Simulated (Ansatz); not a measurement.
**Work function of Ti(0001): what the settings cost and change**

How thick a slab and how much vacuum does the work function of Ti(0001) need?

Main program and level: Ansatz 0.2.0; plane-wave DFT, PBE, Ansatz PAW.

**1. Starting point**

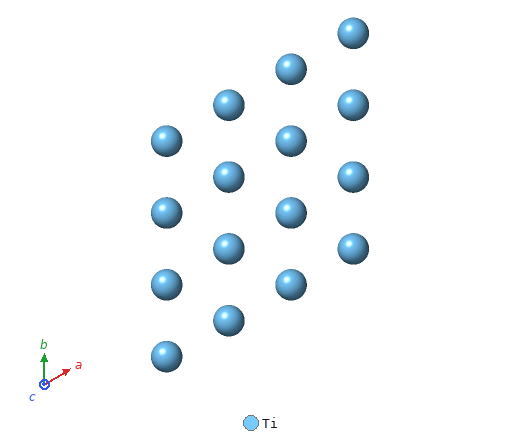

The starting structure, seen from above (titanium blue). 4×4×1 cells are drawn.

The cell holds 1 atom: 1 Ti. Cell: a = 2.950 Å, b = 2.950 Å, c = 18.000 Å, α = 90.0°, β = 90.0°, γ = 60.0°. Vacuum lies along c.

**2. Slab, setting 1 layer**

A work function rests on the faint tail of the density, so the SCF threshold is tight. The slab grows from one layer, at fixed mesh and 18 Å of vacuum; then the vacuum is varied on one slab.

Contents of input.yaml:

```yaml
crystal:
  lattice:
    - [2.95, 0.0, 0.0]
    - [1.475, 2.5547749412, 0.0]
    - [0.0, 0.0, 18.0]
  atoms:
    - { symbol: Ti, position: [0.6666666667, 0.6666666667, 0.5] }
kpoints:
  mp_grid: { grid: [16, 16, 1] }
hamiltonian:
  xc: pbe
scf:
  occupations: { method: fermi_dirac, width: 0.1 }
  convergence: { dr2_threshold: 1.0e-09 }
efield:
  axis: 3
  dipole_correction: true
  ramp_position: 0.97
  ramp_width: 0.06
output:
  write_potential: true
  write_density: true
  volumetric_format: npy
  elf: true
```

Started as:

```bash
$ ansatz run input.yaml --threads 2 --pin off --max-ram 3072MiB --backend cpu --events-out ev --progress --plain --runs-dir out
```

Numbers of over 12 decimals in the logs are rounded to 6 here.

Log:

```text
Engine: ansatz 0.2.0, aarch64-unknown-linux-gnu
Pseudopotentials: kind: paw
Pseudopotential: Ti, paw, valence charge 12, recommended cutoff 420 eV (normal), Ti.paw.azcp
Functional definition: PBE
  parameter kappa = 0.804
  parameter beta = 0.066725
  exchange = pbe_x(kappa = kappa, mu = beta*pi^2/3)
  correlation = pbe_c(beta = beta)
Crystal: 1 atoms, lattice volume = 135.659 Å³
Basis set: ecut = 420 eV, 2617 PW (Γ)
Bands: 10, of which v1, the nominal top of the filled ones, is band 6 counted from 1 (5 counted from 0)
Symmetry: 12 space group operations
k-points: 30 of 256
Non-local potential: Ti, projectors of the file, l = 0: 3, l = 1: 2, l = 2: 3, l = 3: 1
PAW form: soft (Blöchl's): semilocal exchange-correlation on the pseudo side does not see the compensation charge
PAW one-centre angular grid: Ti, 590 points (default); XC on 64 Gauss nodes
Initial density: superposition of atomic densities (neutral atoms: chi_scale 0, normalization atom), corrected by the library's trained network
Initial wavefunctions: pseudopotential atomic-orbital guess
Functional: x = pbe(κ = 0.804, μ = 0.219515), c = pbe(β = 0.066725)
SCF iter   1: F=—  HF=-2497.616436 eV  |F-HF|=—  |Δ(HF+E_count)|=         —  Δρ=9.26e-3  dr2=1.26e-1  ethr=1.77e-3  p=0.000 e·Å  D=2.47e-15 V/Å  ΔV_dip=-0.00 eV  dr2_dipole=6.57e-11  V_vac-E_F(+/−)=4.01/4.01 eV  ⟨swp⟩=4.6  Hψ=1819  notcnv=0
efield: sawtooth ramp at fractional position 0.9700 (set: `efield.ramp_position`, or a place that a band, a saddle search or an elastic batch's reference lends), width 0.0600; the density the first Hamiltonian is built on has a dipole p = 0.000 e·Å; the dipole correction subtracts the counter field D = 2.47e-15 V/Å, which shifts the + side's vacuum level by -0.00 eV against the − side's; the planar-averaged density in the ramp window peaks in size at 2.4e-5 e/Å³
preconditioner: auto → LDOS  [metal: Δε(μ)=0.010 eV  Ē_g=2.469 eV  σ=0.100 eV  W_gap=0.03  n_scr=10 (ndim 8)  ℏωp=6.4 eV  f_vac=0.711  D(μ)=3.68/eV (n_scr^D=12)  β→1.0]
SCF iter   2: F=—  HF=-2497.602081 eV  |F-HF|=—  |Δ(HF+E_count)|=   1.44e-2  Δρ=7.61e-3  dr2=4.73e-2  ethr=1.05e-3  p=-0.000 e·Å  D=-9.09e-7 V/Å  ΔV_dip=0.00 eV  dr2_dipole=1.22e-10  V_vac-E_F(+/−)=4.09/4.09 eV  ⟨swp⟩=2.9  Hψ=802  notcnv=0
SCF iter   3: F=—  HF=-2497.591081 eV  |F-HF|=—  |Δ(HF+E_count)|=   1.10e-2  Δρ=1.21e-3  dr2=2.40e-3  ethr=3.94e-4  p=-0.000 e·Å  D=-4.02e-7 V/Å  ΔV_dip=0.00 eV  dr2_dipole=8.87e-13  V_vac-E_F(+/−)=4.07/4.07 eV  ⟨swp⟩=2.9  Hψ=499  notcnv=0
SCF iter   4: F=—  HF=-2497.591457 eV  |F-HF|=—  |Δ(HF+E_count)|=   3.76e-4  Δρ=3.58e-4  dr2=1.64e-4  ethr=2.00e-5  p=-0.000 e·Å  D=-1.55e-7 V/Å  ΔV_dip=0.00 eV  dr2_dipole=1.62e-13  V_vac-E_F(+/−)=4.11/4.11 eV  ⟨swp⟩=1.7  Hψ=343  notcnv=0
SCF iter   5: F=—  HF=-2497.591446 eV  |F-HF|=—  |Δ(HF+E_count)|=   1.10e-5  Δρ=1.54e-4  dr2=3.32e-5  ethr=1.37e-6  p=-0.000 e·Å  D=-1.04e-7 V/Å  ΔV_dip=0.00 eV  dr2_dipole=2.87e-13  V_vac-E_F(+/−)=4.12/4.12 eV  ⟨swp⟩=2.8  Hψ=570  notcnv=0
SCF iter   6: F=—  HF=-2497.591450 eV  |F-HF|=—  |Δ(HF+E_count)|=   4.00e-6  Δρ=3.18e-5  dr2=3.27e-6  ethr=2.76e-7  p=-0.000 e·Å  D=-3.02e-8 V/Å  ΔV_dip=0.00 eV  dr2_dipole=8.77e-16  V_vac-E_F(+/−)=4.13/4.13 eV  ⟨swp⟩=2.3  Hψ=362  notcnv=0
SCF iter   7: F=—  HF=-2497.591449 eV  |F-HF|=—  |Δ(HF+E_count)|=   9.65e-7  Δρ=7.47e-6  dr2=1.88e-7  ethr=2.72e-8  p=-0.000 e·Å  D=-7.34e-9 V/Å  ΔV_dip=0.00 eV  dr2_dipole=6.51e-14  V_vac-E_F(+/−)=4.13/4.13 eV  ⟨swp⟩=1.9  Hψ=343  notcnv=0
SCF iter   8: F=—  HF=-2497.591452 eV  |F-HF|=—  |Δ(HF+E_count)|=   2.39e-6  Δρ=1.62e-6  dr2=2.19e-9  ethr=1.56e-9  p=0.000 e·Å  D=2.53e-8 V/Å  ΔV_dip=-0.00 eV  dr2_dipole=1.92e-13  V_vac-E_F(+/−)=4.13/4.13 eV  ⟨swp⟩=2.0  Hψ=382  notcnv=0
SCF iter   9: F=-2497.591452 eV  HF=-2497.591452 eV  |F-HF|=1.35e-10  |Δ(HF+E_count)|=   4.38e-9  Δρ=1.25e-7  dr2=2.62e-11  ethr=8.33e-12  p=-0.000 e·Å  D=-2.66e-8 V/Å  ΔV_dip=0.00 eV  dr2_dipole=4.75e-13  V_vac-E_F(+/−)=4.13/4.13 eV  ⟨swp⟩=3.6  Hψ=863  notcnv=0
SCF 1 converged in 9 iterations: F = -2497.591452 eV  dr2 = 2.62e-11
  greatest PAW one-centre occupation: 0.999 electrons in one spin orbital (limit 2), on the Ti atom at site 0 (counted from 0), in its partial waves of l = 0
WARN: The output density's exchange-correlation potential varies sharply where the density is thin. Do not read a vacuum level from v_tot or v_xc, or from such a field of the output density. On a cell that repeats whose density bears no net charge and no dipole along the vacuum's axis use v_es (v_loc + v_h of the components); under efield.dipole_correction with no amplitude use v_es + v_field, which holds any externa [...]
SCF converged after 9 iterations
Free energy (F): -2497.591452 eV
Harris-Foulkes:  -2497.591452 eV  (|F-HF|=1.35e-10)
Internal energy: -2497.461801 eV  (E = F + TS)
E sigma→0 (E₀):  -2497.526626 eV
Entropy (-TS):   -0.129651 eV (-129.651 meV/atom)
Fermi energy:    -1.712422 eV
Dipole field:    D = 0.000001 V/Å  (p = 0.000001 e·Å, saw-weighted, corrected)
Work function:   Φ+ = 4.1321 eV   Φ− = 4.1321 eV
Levels:          The Fermi level and band energies are counted from a zero that moves with the ramp; work functions are not
--- Per-component energies (eV) ---
  E_band       = -337.910628
  E_kinetic    = 268.748676
  E_local      = -5164.855760  (includes V_loc(G=0)·N_el)
  E_nonlocal   = 10.325502
  E_hartree    = 2418.815554
  E_xc         = -94.583110
  E_vxc        = -118.009292  (∫ρ·V_xc dr)
  E_paw        = -1048.158912  (= ΣΔE_a)
  E_vpaw       = -171.751304  (= ΣTr[D̂ρ^β])
  E_aug_tail   = 0.000121  (compensation charges beyond the density's cutoff)
  E_efield     = 0.000000  (sawtooth field / dipole correction)
  E_vefield    = 0.000000  (∫n·V_field dr)
  E_ewald      = 1112.246128
  E_smearing   = -0.129651  (= −TS)
  E_closure    = 0.000000  (closes the sum)
  Σ components = -2497.591452   (vs F -2497.591452, Δ=0.00e0)
--- Band table (eV; the first three rows and the last of 30) ---
  k-point 0: bands = ["-58.7533", "-35.1626", "-34.6921", "-34.6921", "-5.7199", "-1.8139", "-1.4711", "-0.7874", "-0.7874", "0.4995"]
  k-point 1: bands = ["-58.7508", "-35.1602", "-34.7090", "-34.6960", "-5.6078", "-1.7629", "-1.4943", "-0.8579", "-0.7165", "0.4816"]
  k-point 2: bands = ["-58.7436", "-35.1535", "-34.7571", "-34.7071", "-5.2803", "-1.6198", "-1.5699", "-1.0411", "-0.5095", "0.4310"]
  k-point 29: bands = ["-58.6785", "-35.0926", "-35.0198", "-34.9662", "-1.8929", "-1.6432", "-1.5641", "-1.1924", "-0.1522", "4.1323"]
```

Run time: 6.9 s. Hardware: 2 threads of Arm Neoverse N1, shared host; peak memory 0.38 GiB.

This step gave:

```yaml
energy_at_zero_smearing: -2497.5266 eV
work_function_upper_face: 4.132 eV
```

Running mean over 2.3423 Å of the planar mean; the ramp of the sawtooth is left out. Electron's electrostatic potential energy less the Fermi level against z:

```
z (Å)  electron's electrostatic potential energy less the Fermi level (eV)
  3.0                                                                 4.13
  3.5                                                                 4.13
  4.0                                                                 4.13
  4.5                                                                 4.13
  5.0                                                                 4.12
  5.5                                                                 4.08
  6.0                                                                 3.98
  6.5                                                                 3.67
  7.0                                                                 2.75
  7.5                                                                0.370
  8.0                                                                -3.10
  8.5                                                                -5.87
  9.0                                                                -6.70
  9.5                                                                -5.87
 10.0                                                                -3.10
 10.5                                                                0.370
 11.0                                                                 2.75
 11.5                                                                 3.67
 12.0                                                                 3.98
 12.5                                                                 4.08
 13.0                                                                 4.12
 13.5                                                                 4.13
 14.0                                                                 4.13
 14.5                                                                 4.13
 15.0                                                                 4.13
```

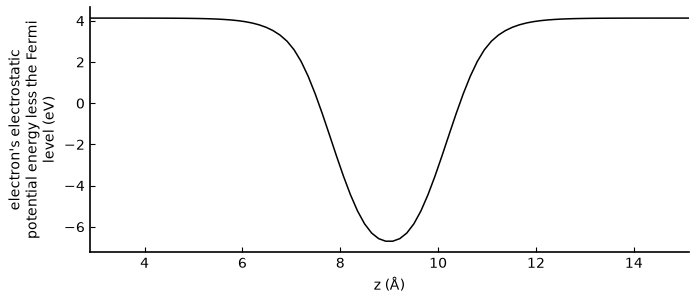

Electron's electrostatic potential energy less the Fermi level against z.

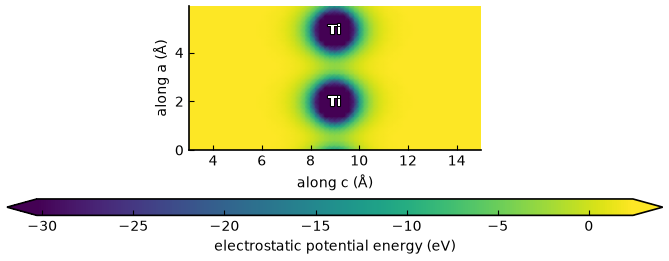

Electrostatic potential energy in the ca plane at fractional y = 0.667, with atoms of Ti within 0.2 Å of it. With pseudopotentials it is smooth inside the atoms' cores, unlike the true potential. The far vacuum is left out of the map.

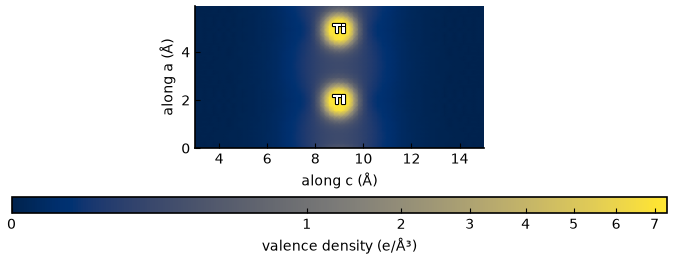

Valence density in the ca plane at fractional y = 0.667, with atoms of Ti within 0.2 Å of it. It is the smooth field of the valence electrons, not physical close to the nuclei. The colour scale is stretched toward low values. The far vacuum is left out of the map.

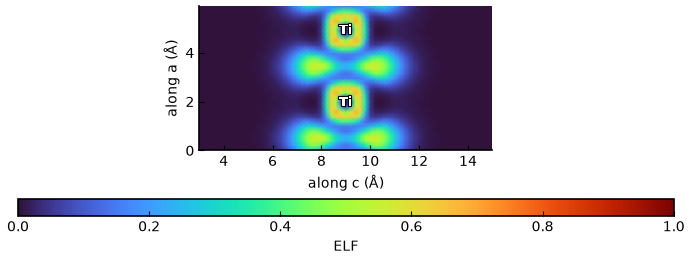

ELF in the ca plane at fractional y = 0.667, with atoms of Ti within 0.2 Å of it. It is the smooth field of the valence electrons, not physical close to the nuclei. The far vacuum is left out of the map.

The work function is 4.132 eV.

**3. Run, 2 atoms**

System of this step: Ti(0001). The cell holds 2 atoms: 2 Ti. Cell: a = 2.950 Å, b = 2.950 Å, c = 20.342 Å, α = 90.0°, β = 90.0°, γ = 60.0°. Vacuum lies along c.

input.yaml, the sections that differ from step 2:

```yaml
crystal:
  lattice:
    - [2.95, 0.0, 0.0]
    - [1.475, 2.5547749412, 0.0]
    - [0.0, 0.0, 20.3423]
  atoms:
    - { symbol: Ti, position: [0.6666666667, 0.6666666667, 0.4424278474] }
    - { symbol: Ti, position: [0.0, 0.0, 0.5575721526] }
output:
  write_potential: true
  write_density: true
  volumetric_format: npy
# kpoints, hamiltonian, scf, efield: as in step 2
```

Log:

```text
[...]
Crystal: 2 atoms, lattice volume = 153.311 Å³
Basis set: ecut = 420 eV, 2959 PW (Γ)
Bands: 16, of which v1, the nominal top of the filled ones, is band 12 counted from 1 (11 counted from 0)
Symmetry: 6 space group operations
k-points: 30 of 256 (time reversal used)
[...]
k-point 0: bands = [... 8 lower, -5.2999, -3.4313, -0.3919, 0.0271, 0.3251, 0.5500, 0.5500, 0.6965]
  k-point 1: bands = [... 8 lower, -5.1934, -3.3275, -0.3935, 0.0324, 0.2489, 0.5012, 0.6185, 0.6629]
  k-point 2: bands = [... 8 lower, -4.8833, -3.0287, -0.4257, -0.1029, 0.1493, 0.4392, 0.6057, 0.8100]
  k-point 29: bands = [... 8 lower, -1.5516, -1.0498, -0.9621, -0.2172, -0.0549, 0.0681, 0.0932, 1.7994]
[key lines of the parts left out:]
SCF converged after 10 iterations
Free energy (F): -4997.494366 eV
Fermi energy:    -0.197324 eV
Dipole field:    D = -0.000002 V/Å  (p = -0.000002 e·Å, saw-weighted, corrected)
Work function:   Φ+ = 4.4136 eV   Φ− = 4.4135 eV
```

The job ended after 11 s (2 threads; peak memory 0.37 GiB; 19 s of CPU time).

The work function is 4.414 eV, +0.281 eV from the run “1 layer”, at 1.6 times its CPU time.

**4. Run, 3 atoms**

System of this step: Ti(0001). The cell holds 3 atoms: 3 Ti. Cell: a = 2.950 Å, b = 2.950 Å, c = 22.685 Å, α = 90.0°, β = 90.0°, γ = 60.0°. Vacuum lies along c.

input.yaml, the sections that differ from step 3:

```yaml
crystal:
  lattice:
    - [2.95, 0.0, 0.0]
    - [1.475, 2.5547749412, 0.0]
    - [0.0, 0.0, 22.6846]
  atoms:
    - { symbol: Ti, position: [0.0, 0.0, 0.3967449283] }
    - { symbol: Ti, position: [0.6666666667, 0.6666666667, 0.5] }
    - { symbol: Ti, position: [0.0, 0.0, 0.6032550717] }
# kpoints, hamiltonian, scf, efield, output: as in step 3
```

Log:

```text
[...]
Crystal: 3 atoms, lattice volume = 170.964 Å³
Basis set: ecut = 420 eV, 3279 PW (Γ)
Bands: 22, of which v1, the nominal top of the filled ones, is band 18 counted from 1 (17 counted from 0)
Symmetry: 6 space group operations
k-points: 30 of 256 (time reversal used)
[...]
k-point 0: bands = [... 14 lower, -1.6953, 1.1093, 1.1511, 1.7305, 1.8636, 1.9679, 1.9679, 1.9798, ... 4 higher]
  k-point 1: bands = [... 14 lower, -1.5976, 1.0843, 1.1731, 1.5874, 1.7832, 1.9321, 1.9810, 2.0274, ... 4 higher]
  k-point 2: bands = [... 14 lower, -1.3194, 0.9873, 1.1640, 1.3395, 1.5644, 1.7982, 2.0298, 2.1879, ... 4 higher]
  k-point 29: bands = [... 14 lower, 0.0611, 0.3836, 0.7619, 0.9635, 1.3131, 1.3296, 1.4536, 1.5768, ... 4 higher]
[key lines of the parts left out:]
SCF converged after 10 iterations
Free energy (F): -7497.161505 eV
Fermi energy:    1.185472 eV
Dipole field:    D = -0.000000 V/Å  (p = -0.000000 e·Å, saw-weighted, corrected)
Work function:   Φ+ = 4.3815 eV   Φ− = 4.3815 eV
```

It took 19 s on 2 threads; peak memory 0.44 GiB; 37 s of CPU time.

The work function is 4.382 eV, -0.032 eV from the run “2 layers”, at 1.9 times its CPU time.

**5. Run, 4 atoms**

System of this step: Ti(0001). The cell holds 4 atoms: 4 Ti. Cell: a = 2.950 Å, b = 2.950 Å, c = 25.027 Å, α = 90.0°, β = 90.0°, γ = 60.0°. Vacuum lies along c.

input.yaml, the sections that differ from step 4:

```yaml
crystal:
  lattice:
    - [2.95, 0.0, 0.0]
    - [1.475, 2.5547749412, 0.0]
    - [0.0, 0.0, 25.0269]
  atoms:
    - { symbol: Ti, position: [0.6666666667, 0.6666666667, 0.3596130564] }
    - { symbol: Ti, position: [0.0, 0.0, 0.4532043521] }
    - { symbol: Ti, position: [0.6666666667, 0.6666666667, 0.5467956479] }
    - { symbol: Ti, position: [0.0, 0.0, 0.6403869436] }
# kpoints, hamiltonian, scf, efield, output: as in step 4
```

Log:

```text
[...]
Crystal: 4 atoms, lattice volume = 188.617 Å³
Basis set: ecut = 420 eV, 3611 PW (Γ)
Bands: 29, of which v1, the nominal top of the filled ones, is band 24 counted from 1 (23 counted from 0)
Symmetry: 6 space group operations
k-points: 30 of 256 (time reversal used)
[...]
k-point 0: bands = [... 20 lower, 2.1528, 2.2899, 2.6038, 2.8397, 3.0019, 3.0019, 3.0387, 3.0473, ... 6 higher]
  k-point 1: bands = [... 20 lower, 2.1371, 2.2738, 2.5524, 2.6883, 2.8895, 2.9373, 3.0627, 3.0700, ... 6 higher]
  k-point 2: bands = [... 20 lower, 2.0379, 2.1362, 2.3858, 2.5463, 2.6416, 2.7543, 3.0155, 3.2284, ... 6 higher]
  k-point 29: bands = [... 20 lower, 1.2061, 1.5710, 1.6791, 2.1891, 2.2237, 2.4075, 2.4097, 2.5877, ... 6 higher]
[key lines of the parts left out:]
SCF converged after 10 iterations
Free energy (F): -9996.819379 eV
Fermi energy:    2.288474 eV
Dipole field:    D = 0.000003 V/Å  (p = 0.000003 e·Å, saw-weighted, corrected)
Work function:   Φ+ = 4.4082 eV   Φ− = 4.4082 eV
```

The job ended after 23 s (2 threads; peak memory 0.49 GiB).

The work function is 4.408 eV, +0.027 eV from the run “3 layers”, at 1.2 times its CPU time.

**6. Run, 5 atoms**

System of this step: Ti(0001). The cell holds 5 atoms: 5 Ti. Its edges and angles: a = 2.950 Å, b = 2.950 Å, c = 27.369 Å, α = 90.0°, β = 90.0°, γ = 60.0°. Vacuum lies along c.

input.yaml, the sections that differ from step 5:

```yaml
crystal:
  lattice:
    - [2.95, 0.0, 0.0]
    - [1.475, 2.5547749412, 0.0]
    - [0.0, 0.0, 27.3692]
  atoms:
    - { symbol: Ti, position: [0.0, 0.0, 0.3288367946] }
    - { symbol: Ti, position: [0.6666666667, 0.6666666667, 0.4144183973] }
    - { symbol: Ti, position: [0.0, 0.0, 0.5] }
    - { symbol: Ti, position: [0.6666666667, 0.6666666667, 0.5855816027] }
    - { symbol: Ti, position: [0.0, 0.0, 0.6711632054] }
# kpoints, hamiltonian, scf, efield, output: as in step 5
```

Log:

```text
[...]
Crystal: 5 atoms, lattice volume = 206.270 Å³
Basis set: ecut = 420 eV, 3943 PW (Γ)
Bands: 36, of which v1, the nominal top of the filled ones, is band 30 counted from 1 (29 counted from 0)
Symmetry: 6 space group operations
k-points: 30 of 256 (time reversal used)
[...]
k-point 0: bands = [... 26 lower, 3.1694, 3.4632, 3.6246, 3.8182, 3.9082, 3.9082, 3.9353, 3.9353, ... 8 higher]
  k-point 1: bands = [... 26 lower, 3.1803, 3.3412, 3.5818, 3.6858, 3.7998, 3.8423, 3.9083, 3.9708, ... 8 higher]
  k-point 2: bands = [... 26 lower, 3.0619, 3.1911, 3.3073, 3.5300, 3.5967, 3.6996, 3.7886, 4.0890, ... 8 higher]
  k-point 29: bands = [... 26 lower, 2.1664, 2.4984, 2.6239, 2.9900, 3.2105, 3.2693, 3.3262, 3.3561, ... 8 higher]
[key lines of the parts left out:]
SCF converged after 10 iterations
Free energy (F): -12496.504751 eV
Fermi energy:    3.212170 eV
Dipole field:    D = -0.000002 V/Å  (p = -0.000002 e·Å, saw-weighted, corrected)
Work function:   Φ+ = 4.4154 eV   Φ− = 4.4153 eV
```

Wall time 34 s (2 threads); peak memory 0.56 GiB.

The work function is 4.415 eV, +0.007 eV from the run “4 layers”, at 1.5 times its CPU time.

**7. Slab, 6 atoms**

System of this step: Ti(0001). The cell holds 6 atoms: 6 Ti. Cell: a = 2.950 Å, b = 2.950 Å, c = 29.712 Å, α = 90.0°, β = 90.0°, γ = 60.0°. Vacuum lies along c.

input.yaml, the sections that differ from step 6:

```yaml
crystal:
  lattice:
    - [2.95, 0.0, 0.0]
    - [1.475, 2.5547749412, 0.0]
    - [0.0, 0.0, 29.7115]
  atoms:
    - { symbol: Ti, position: [0.6666666667, 0.6666666667, 0.3029130135] }
    - { symbol: Ti, position: [0.0, 0.0, 0.3817478081] }
    - { symbol: Ti, position: [0.6666666667, 0.6666666667, 0.4605826027] }
    - { symbol: Ti, position: [0.0, 0.0, 0.5394173973] }
    - { symbol: Ti, position: [0.6666666667, 0.6666666667, 0.6182521919] }
    - { symbol: Ti, position: [0.0, 0.0, 0.6970869865] }
# kpoints, hamiltonian, scf, efield, output: as in step 6
```

Log:

```text
[...]
Crystal: 6 atoms, lattice volume = 223.923 Å³
Basis set: ecut = 420 eV, 4299 PW (Γ)
Bands: 44, of which v1, the nominal top of the filled ones, is band 36 counted from 1 (35 counted from 0)
Symmetry: 6 space group operations
k-points: 30 of 256 (time reversal used)
[...]
k-point 0: bands = [... 32 lower, 4.2090, 4.2832, 4.5617, 4.6083, 4.6830, 4.6830, 4.6902, 4.6902, ... 4 higher]
  k-point 1: bands = [... 32 lower, 4.1590, 4.1694, 4.4344, 4.5291, 4.5755, 4.6296, 4.6515, 4.7411, ... 4 higher]
  k-point 2: bands = [... 32 lower, 3.9347, 4.0784, 4.1357, 4.3044, 4.3665, 4.4836, 4.5877, 4.7302, ... 4 higher]
  k-point 29: bands = [... 32 lower, 3.0080, 3.3080, 3.3852, 3.8022, 3.8653, 4.0837, 4.0838, 4.1329, ... 4 higher]
[key lines of the parts left out:]
SCF converged after 10 iterations
Free energy (F): -14996.187384 eV
Fermi energy:    3.996468 eV
Dipole field:    D = -0.000002 V/Å  (p = -0.000002 e·Å, saw-weighted, corrected)
Work function:   Φ+ = 4.4067 eV   Φ− = 4.4067 eV
```

Run time: 43 s. Hardware: 2 threads; peak memory 0.58 GiB.

The work function is 4.407 eV, -0.009 eV from the run “5 layers”, at 1.1 times its CPU time.

(Continued in part 2 of 2.)

[Logs are printed without paths, hosts, clocks, repeated set-up lines and the standing remarks that a program may print on its own settings, such as how far it seeks lower states.]

[Hosts, paths, dates, database ids (printed as entryN), source tags and the programs' standing remarks are cut or masked in the printed files.]

[Maps of the electrostatic potential energy from Ansatz leave out the sawtooth potential of an applied field or a dipole correction, so their vacuum need not be flat; planar profiles and work functions include it.]
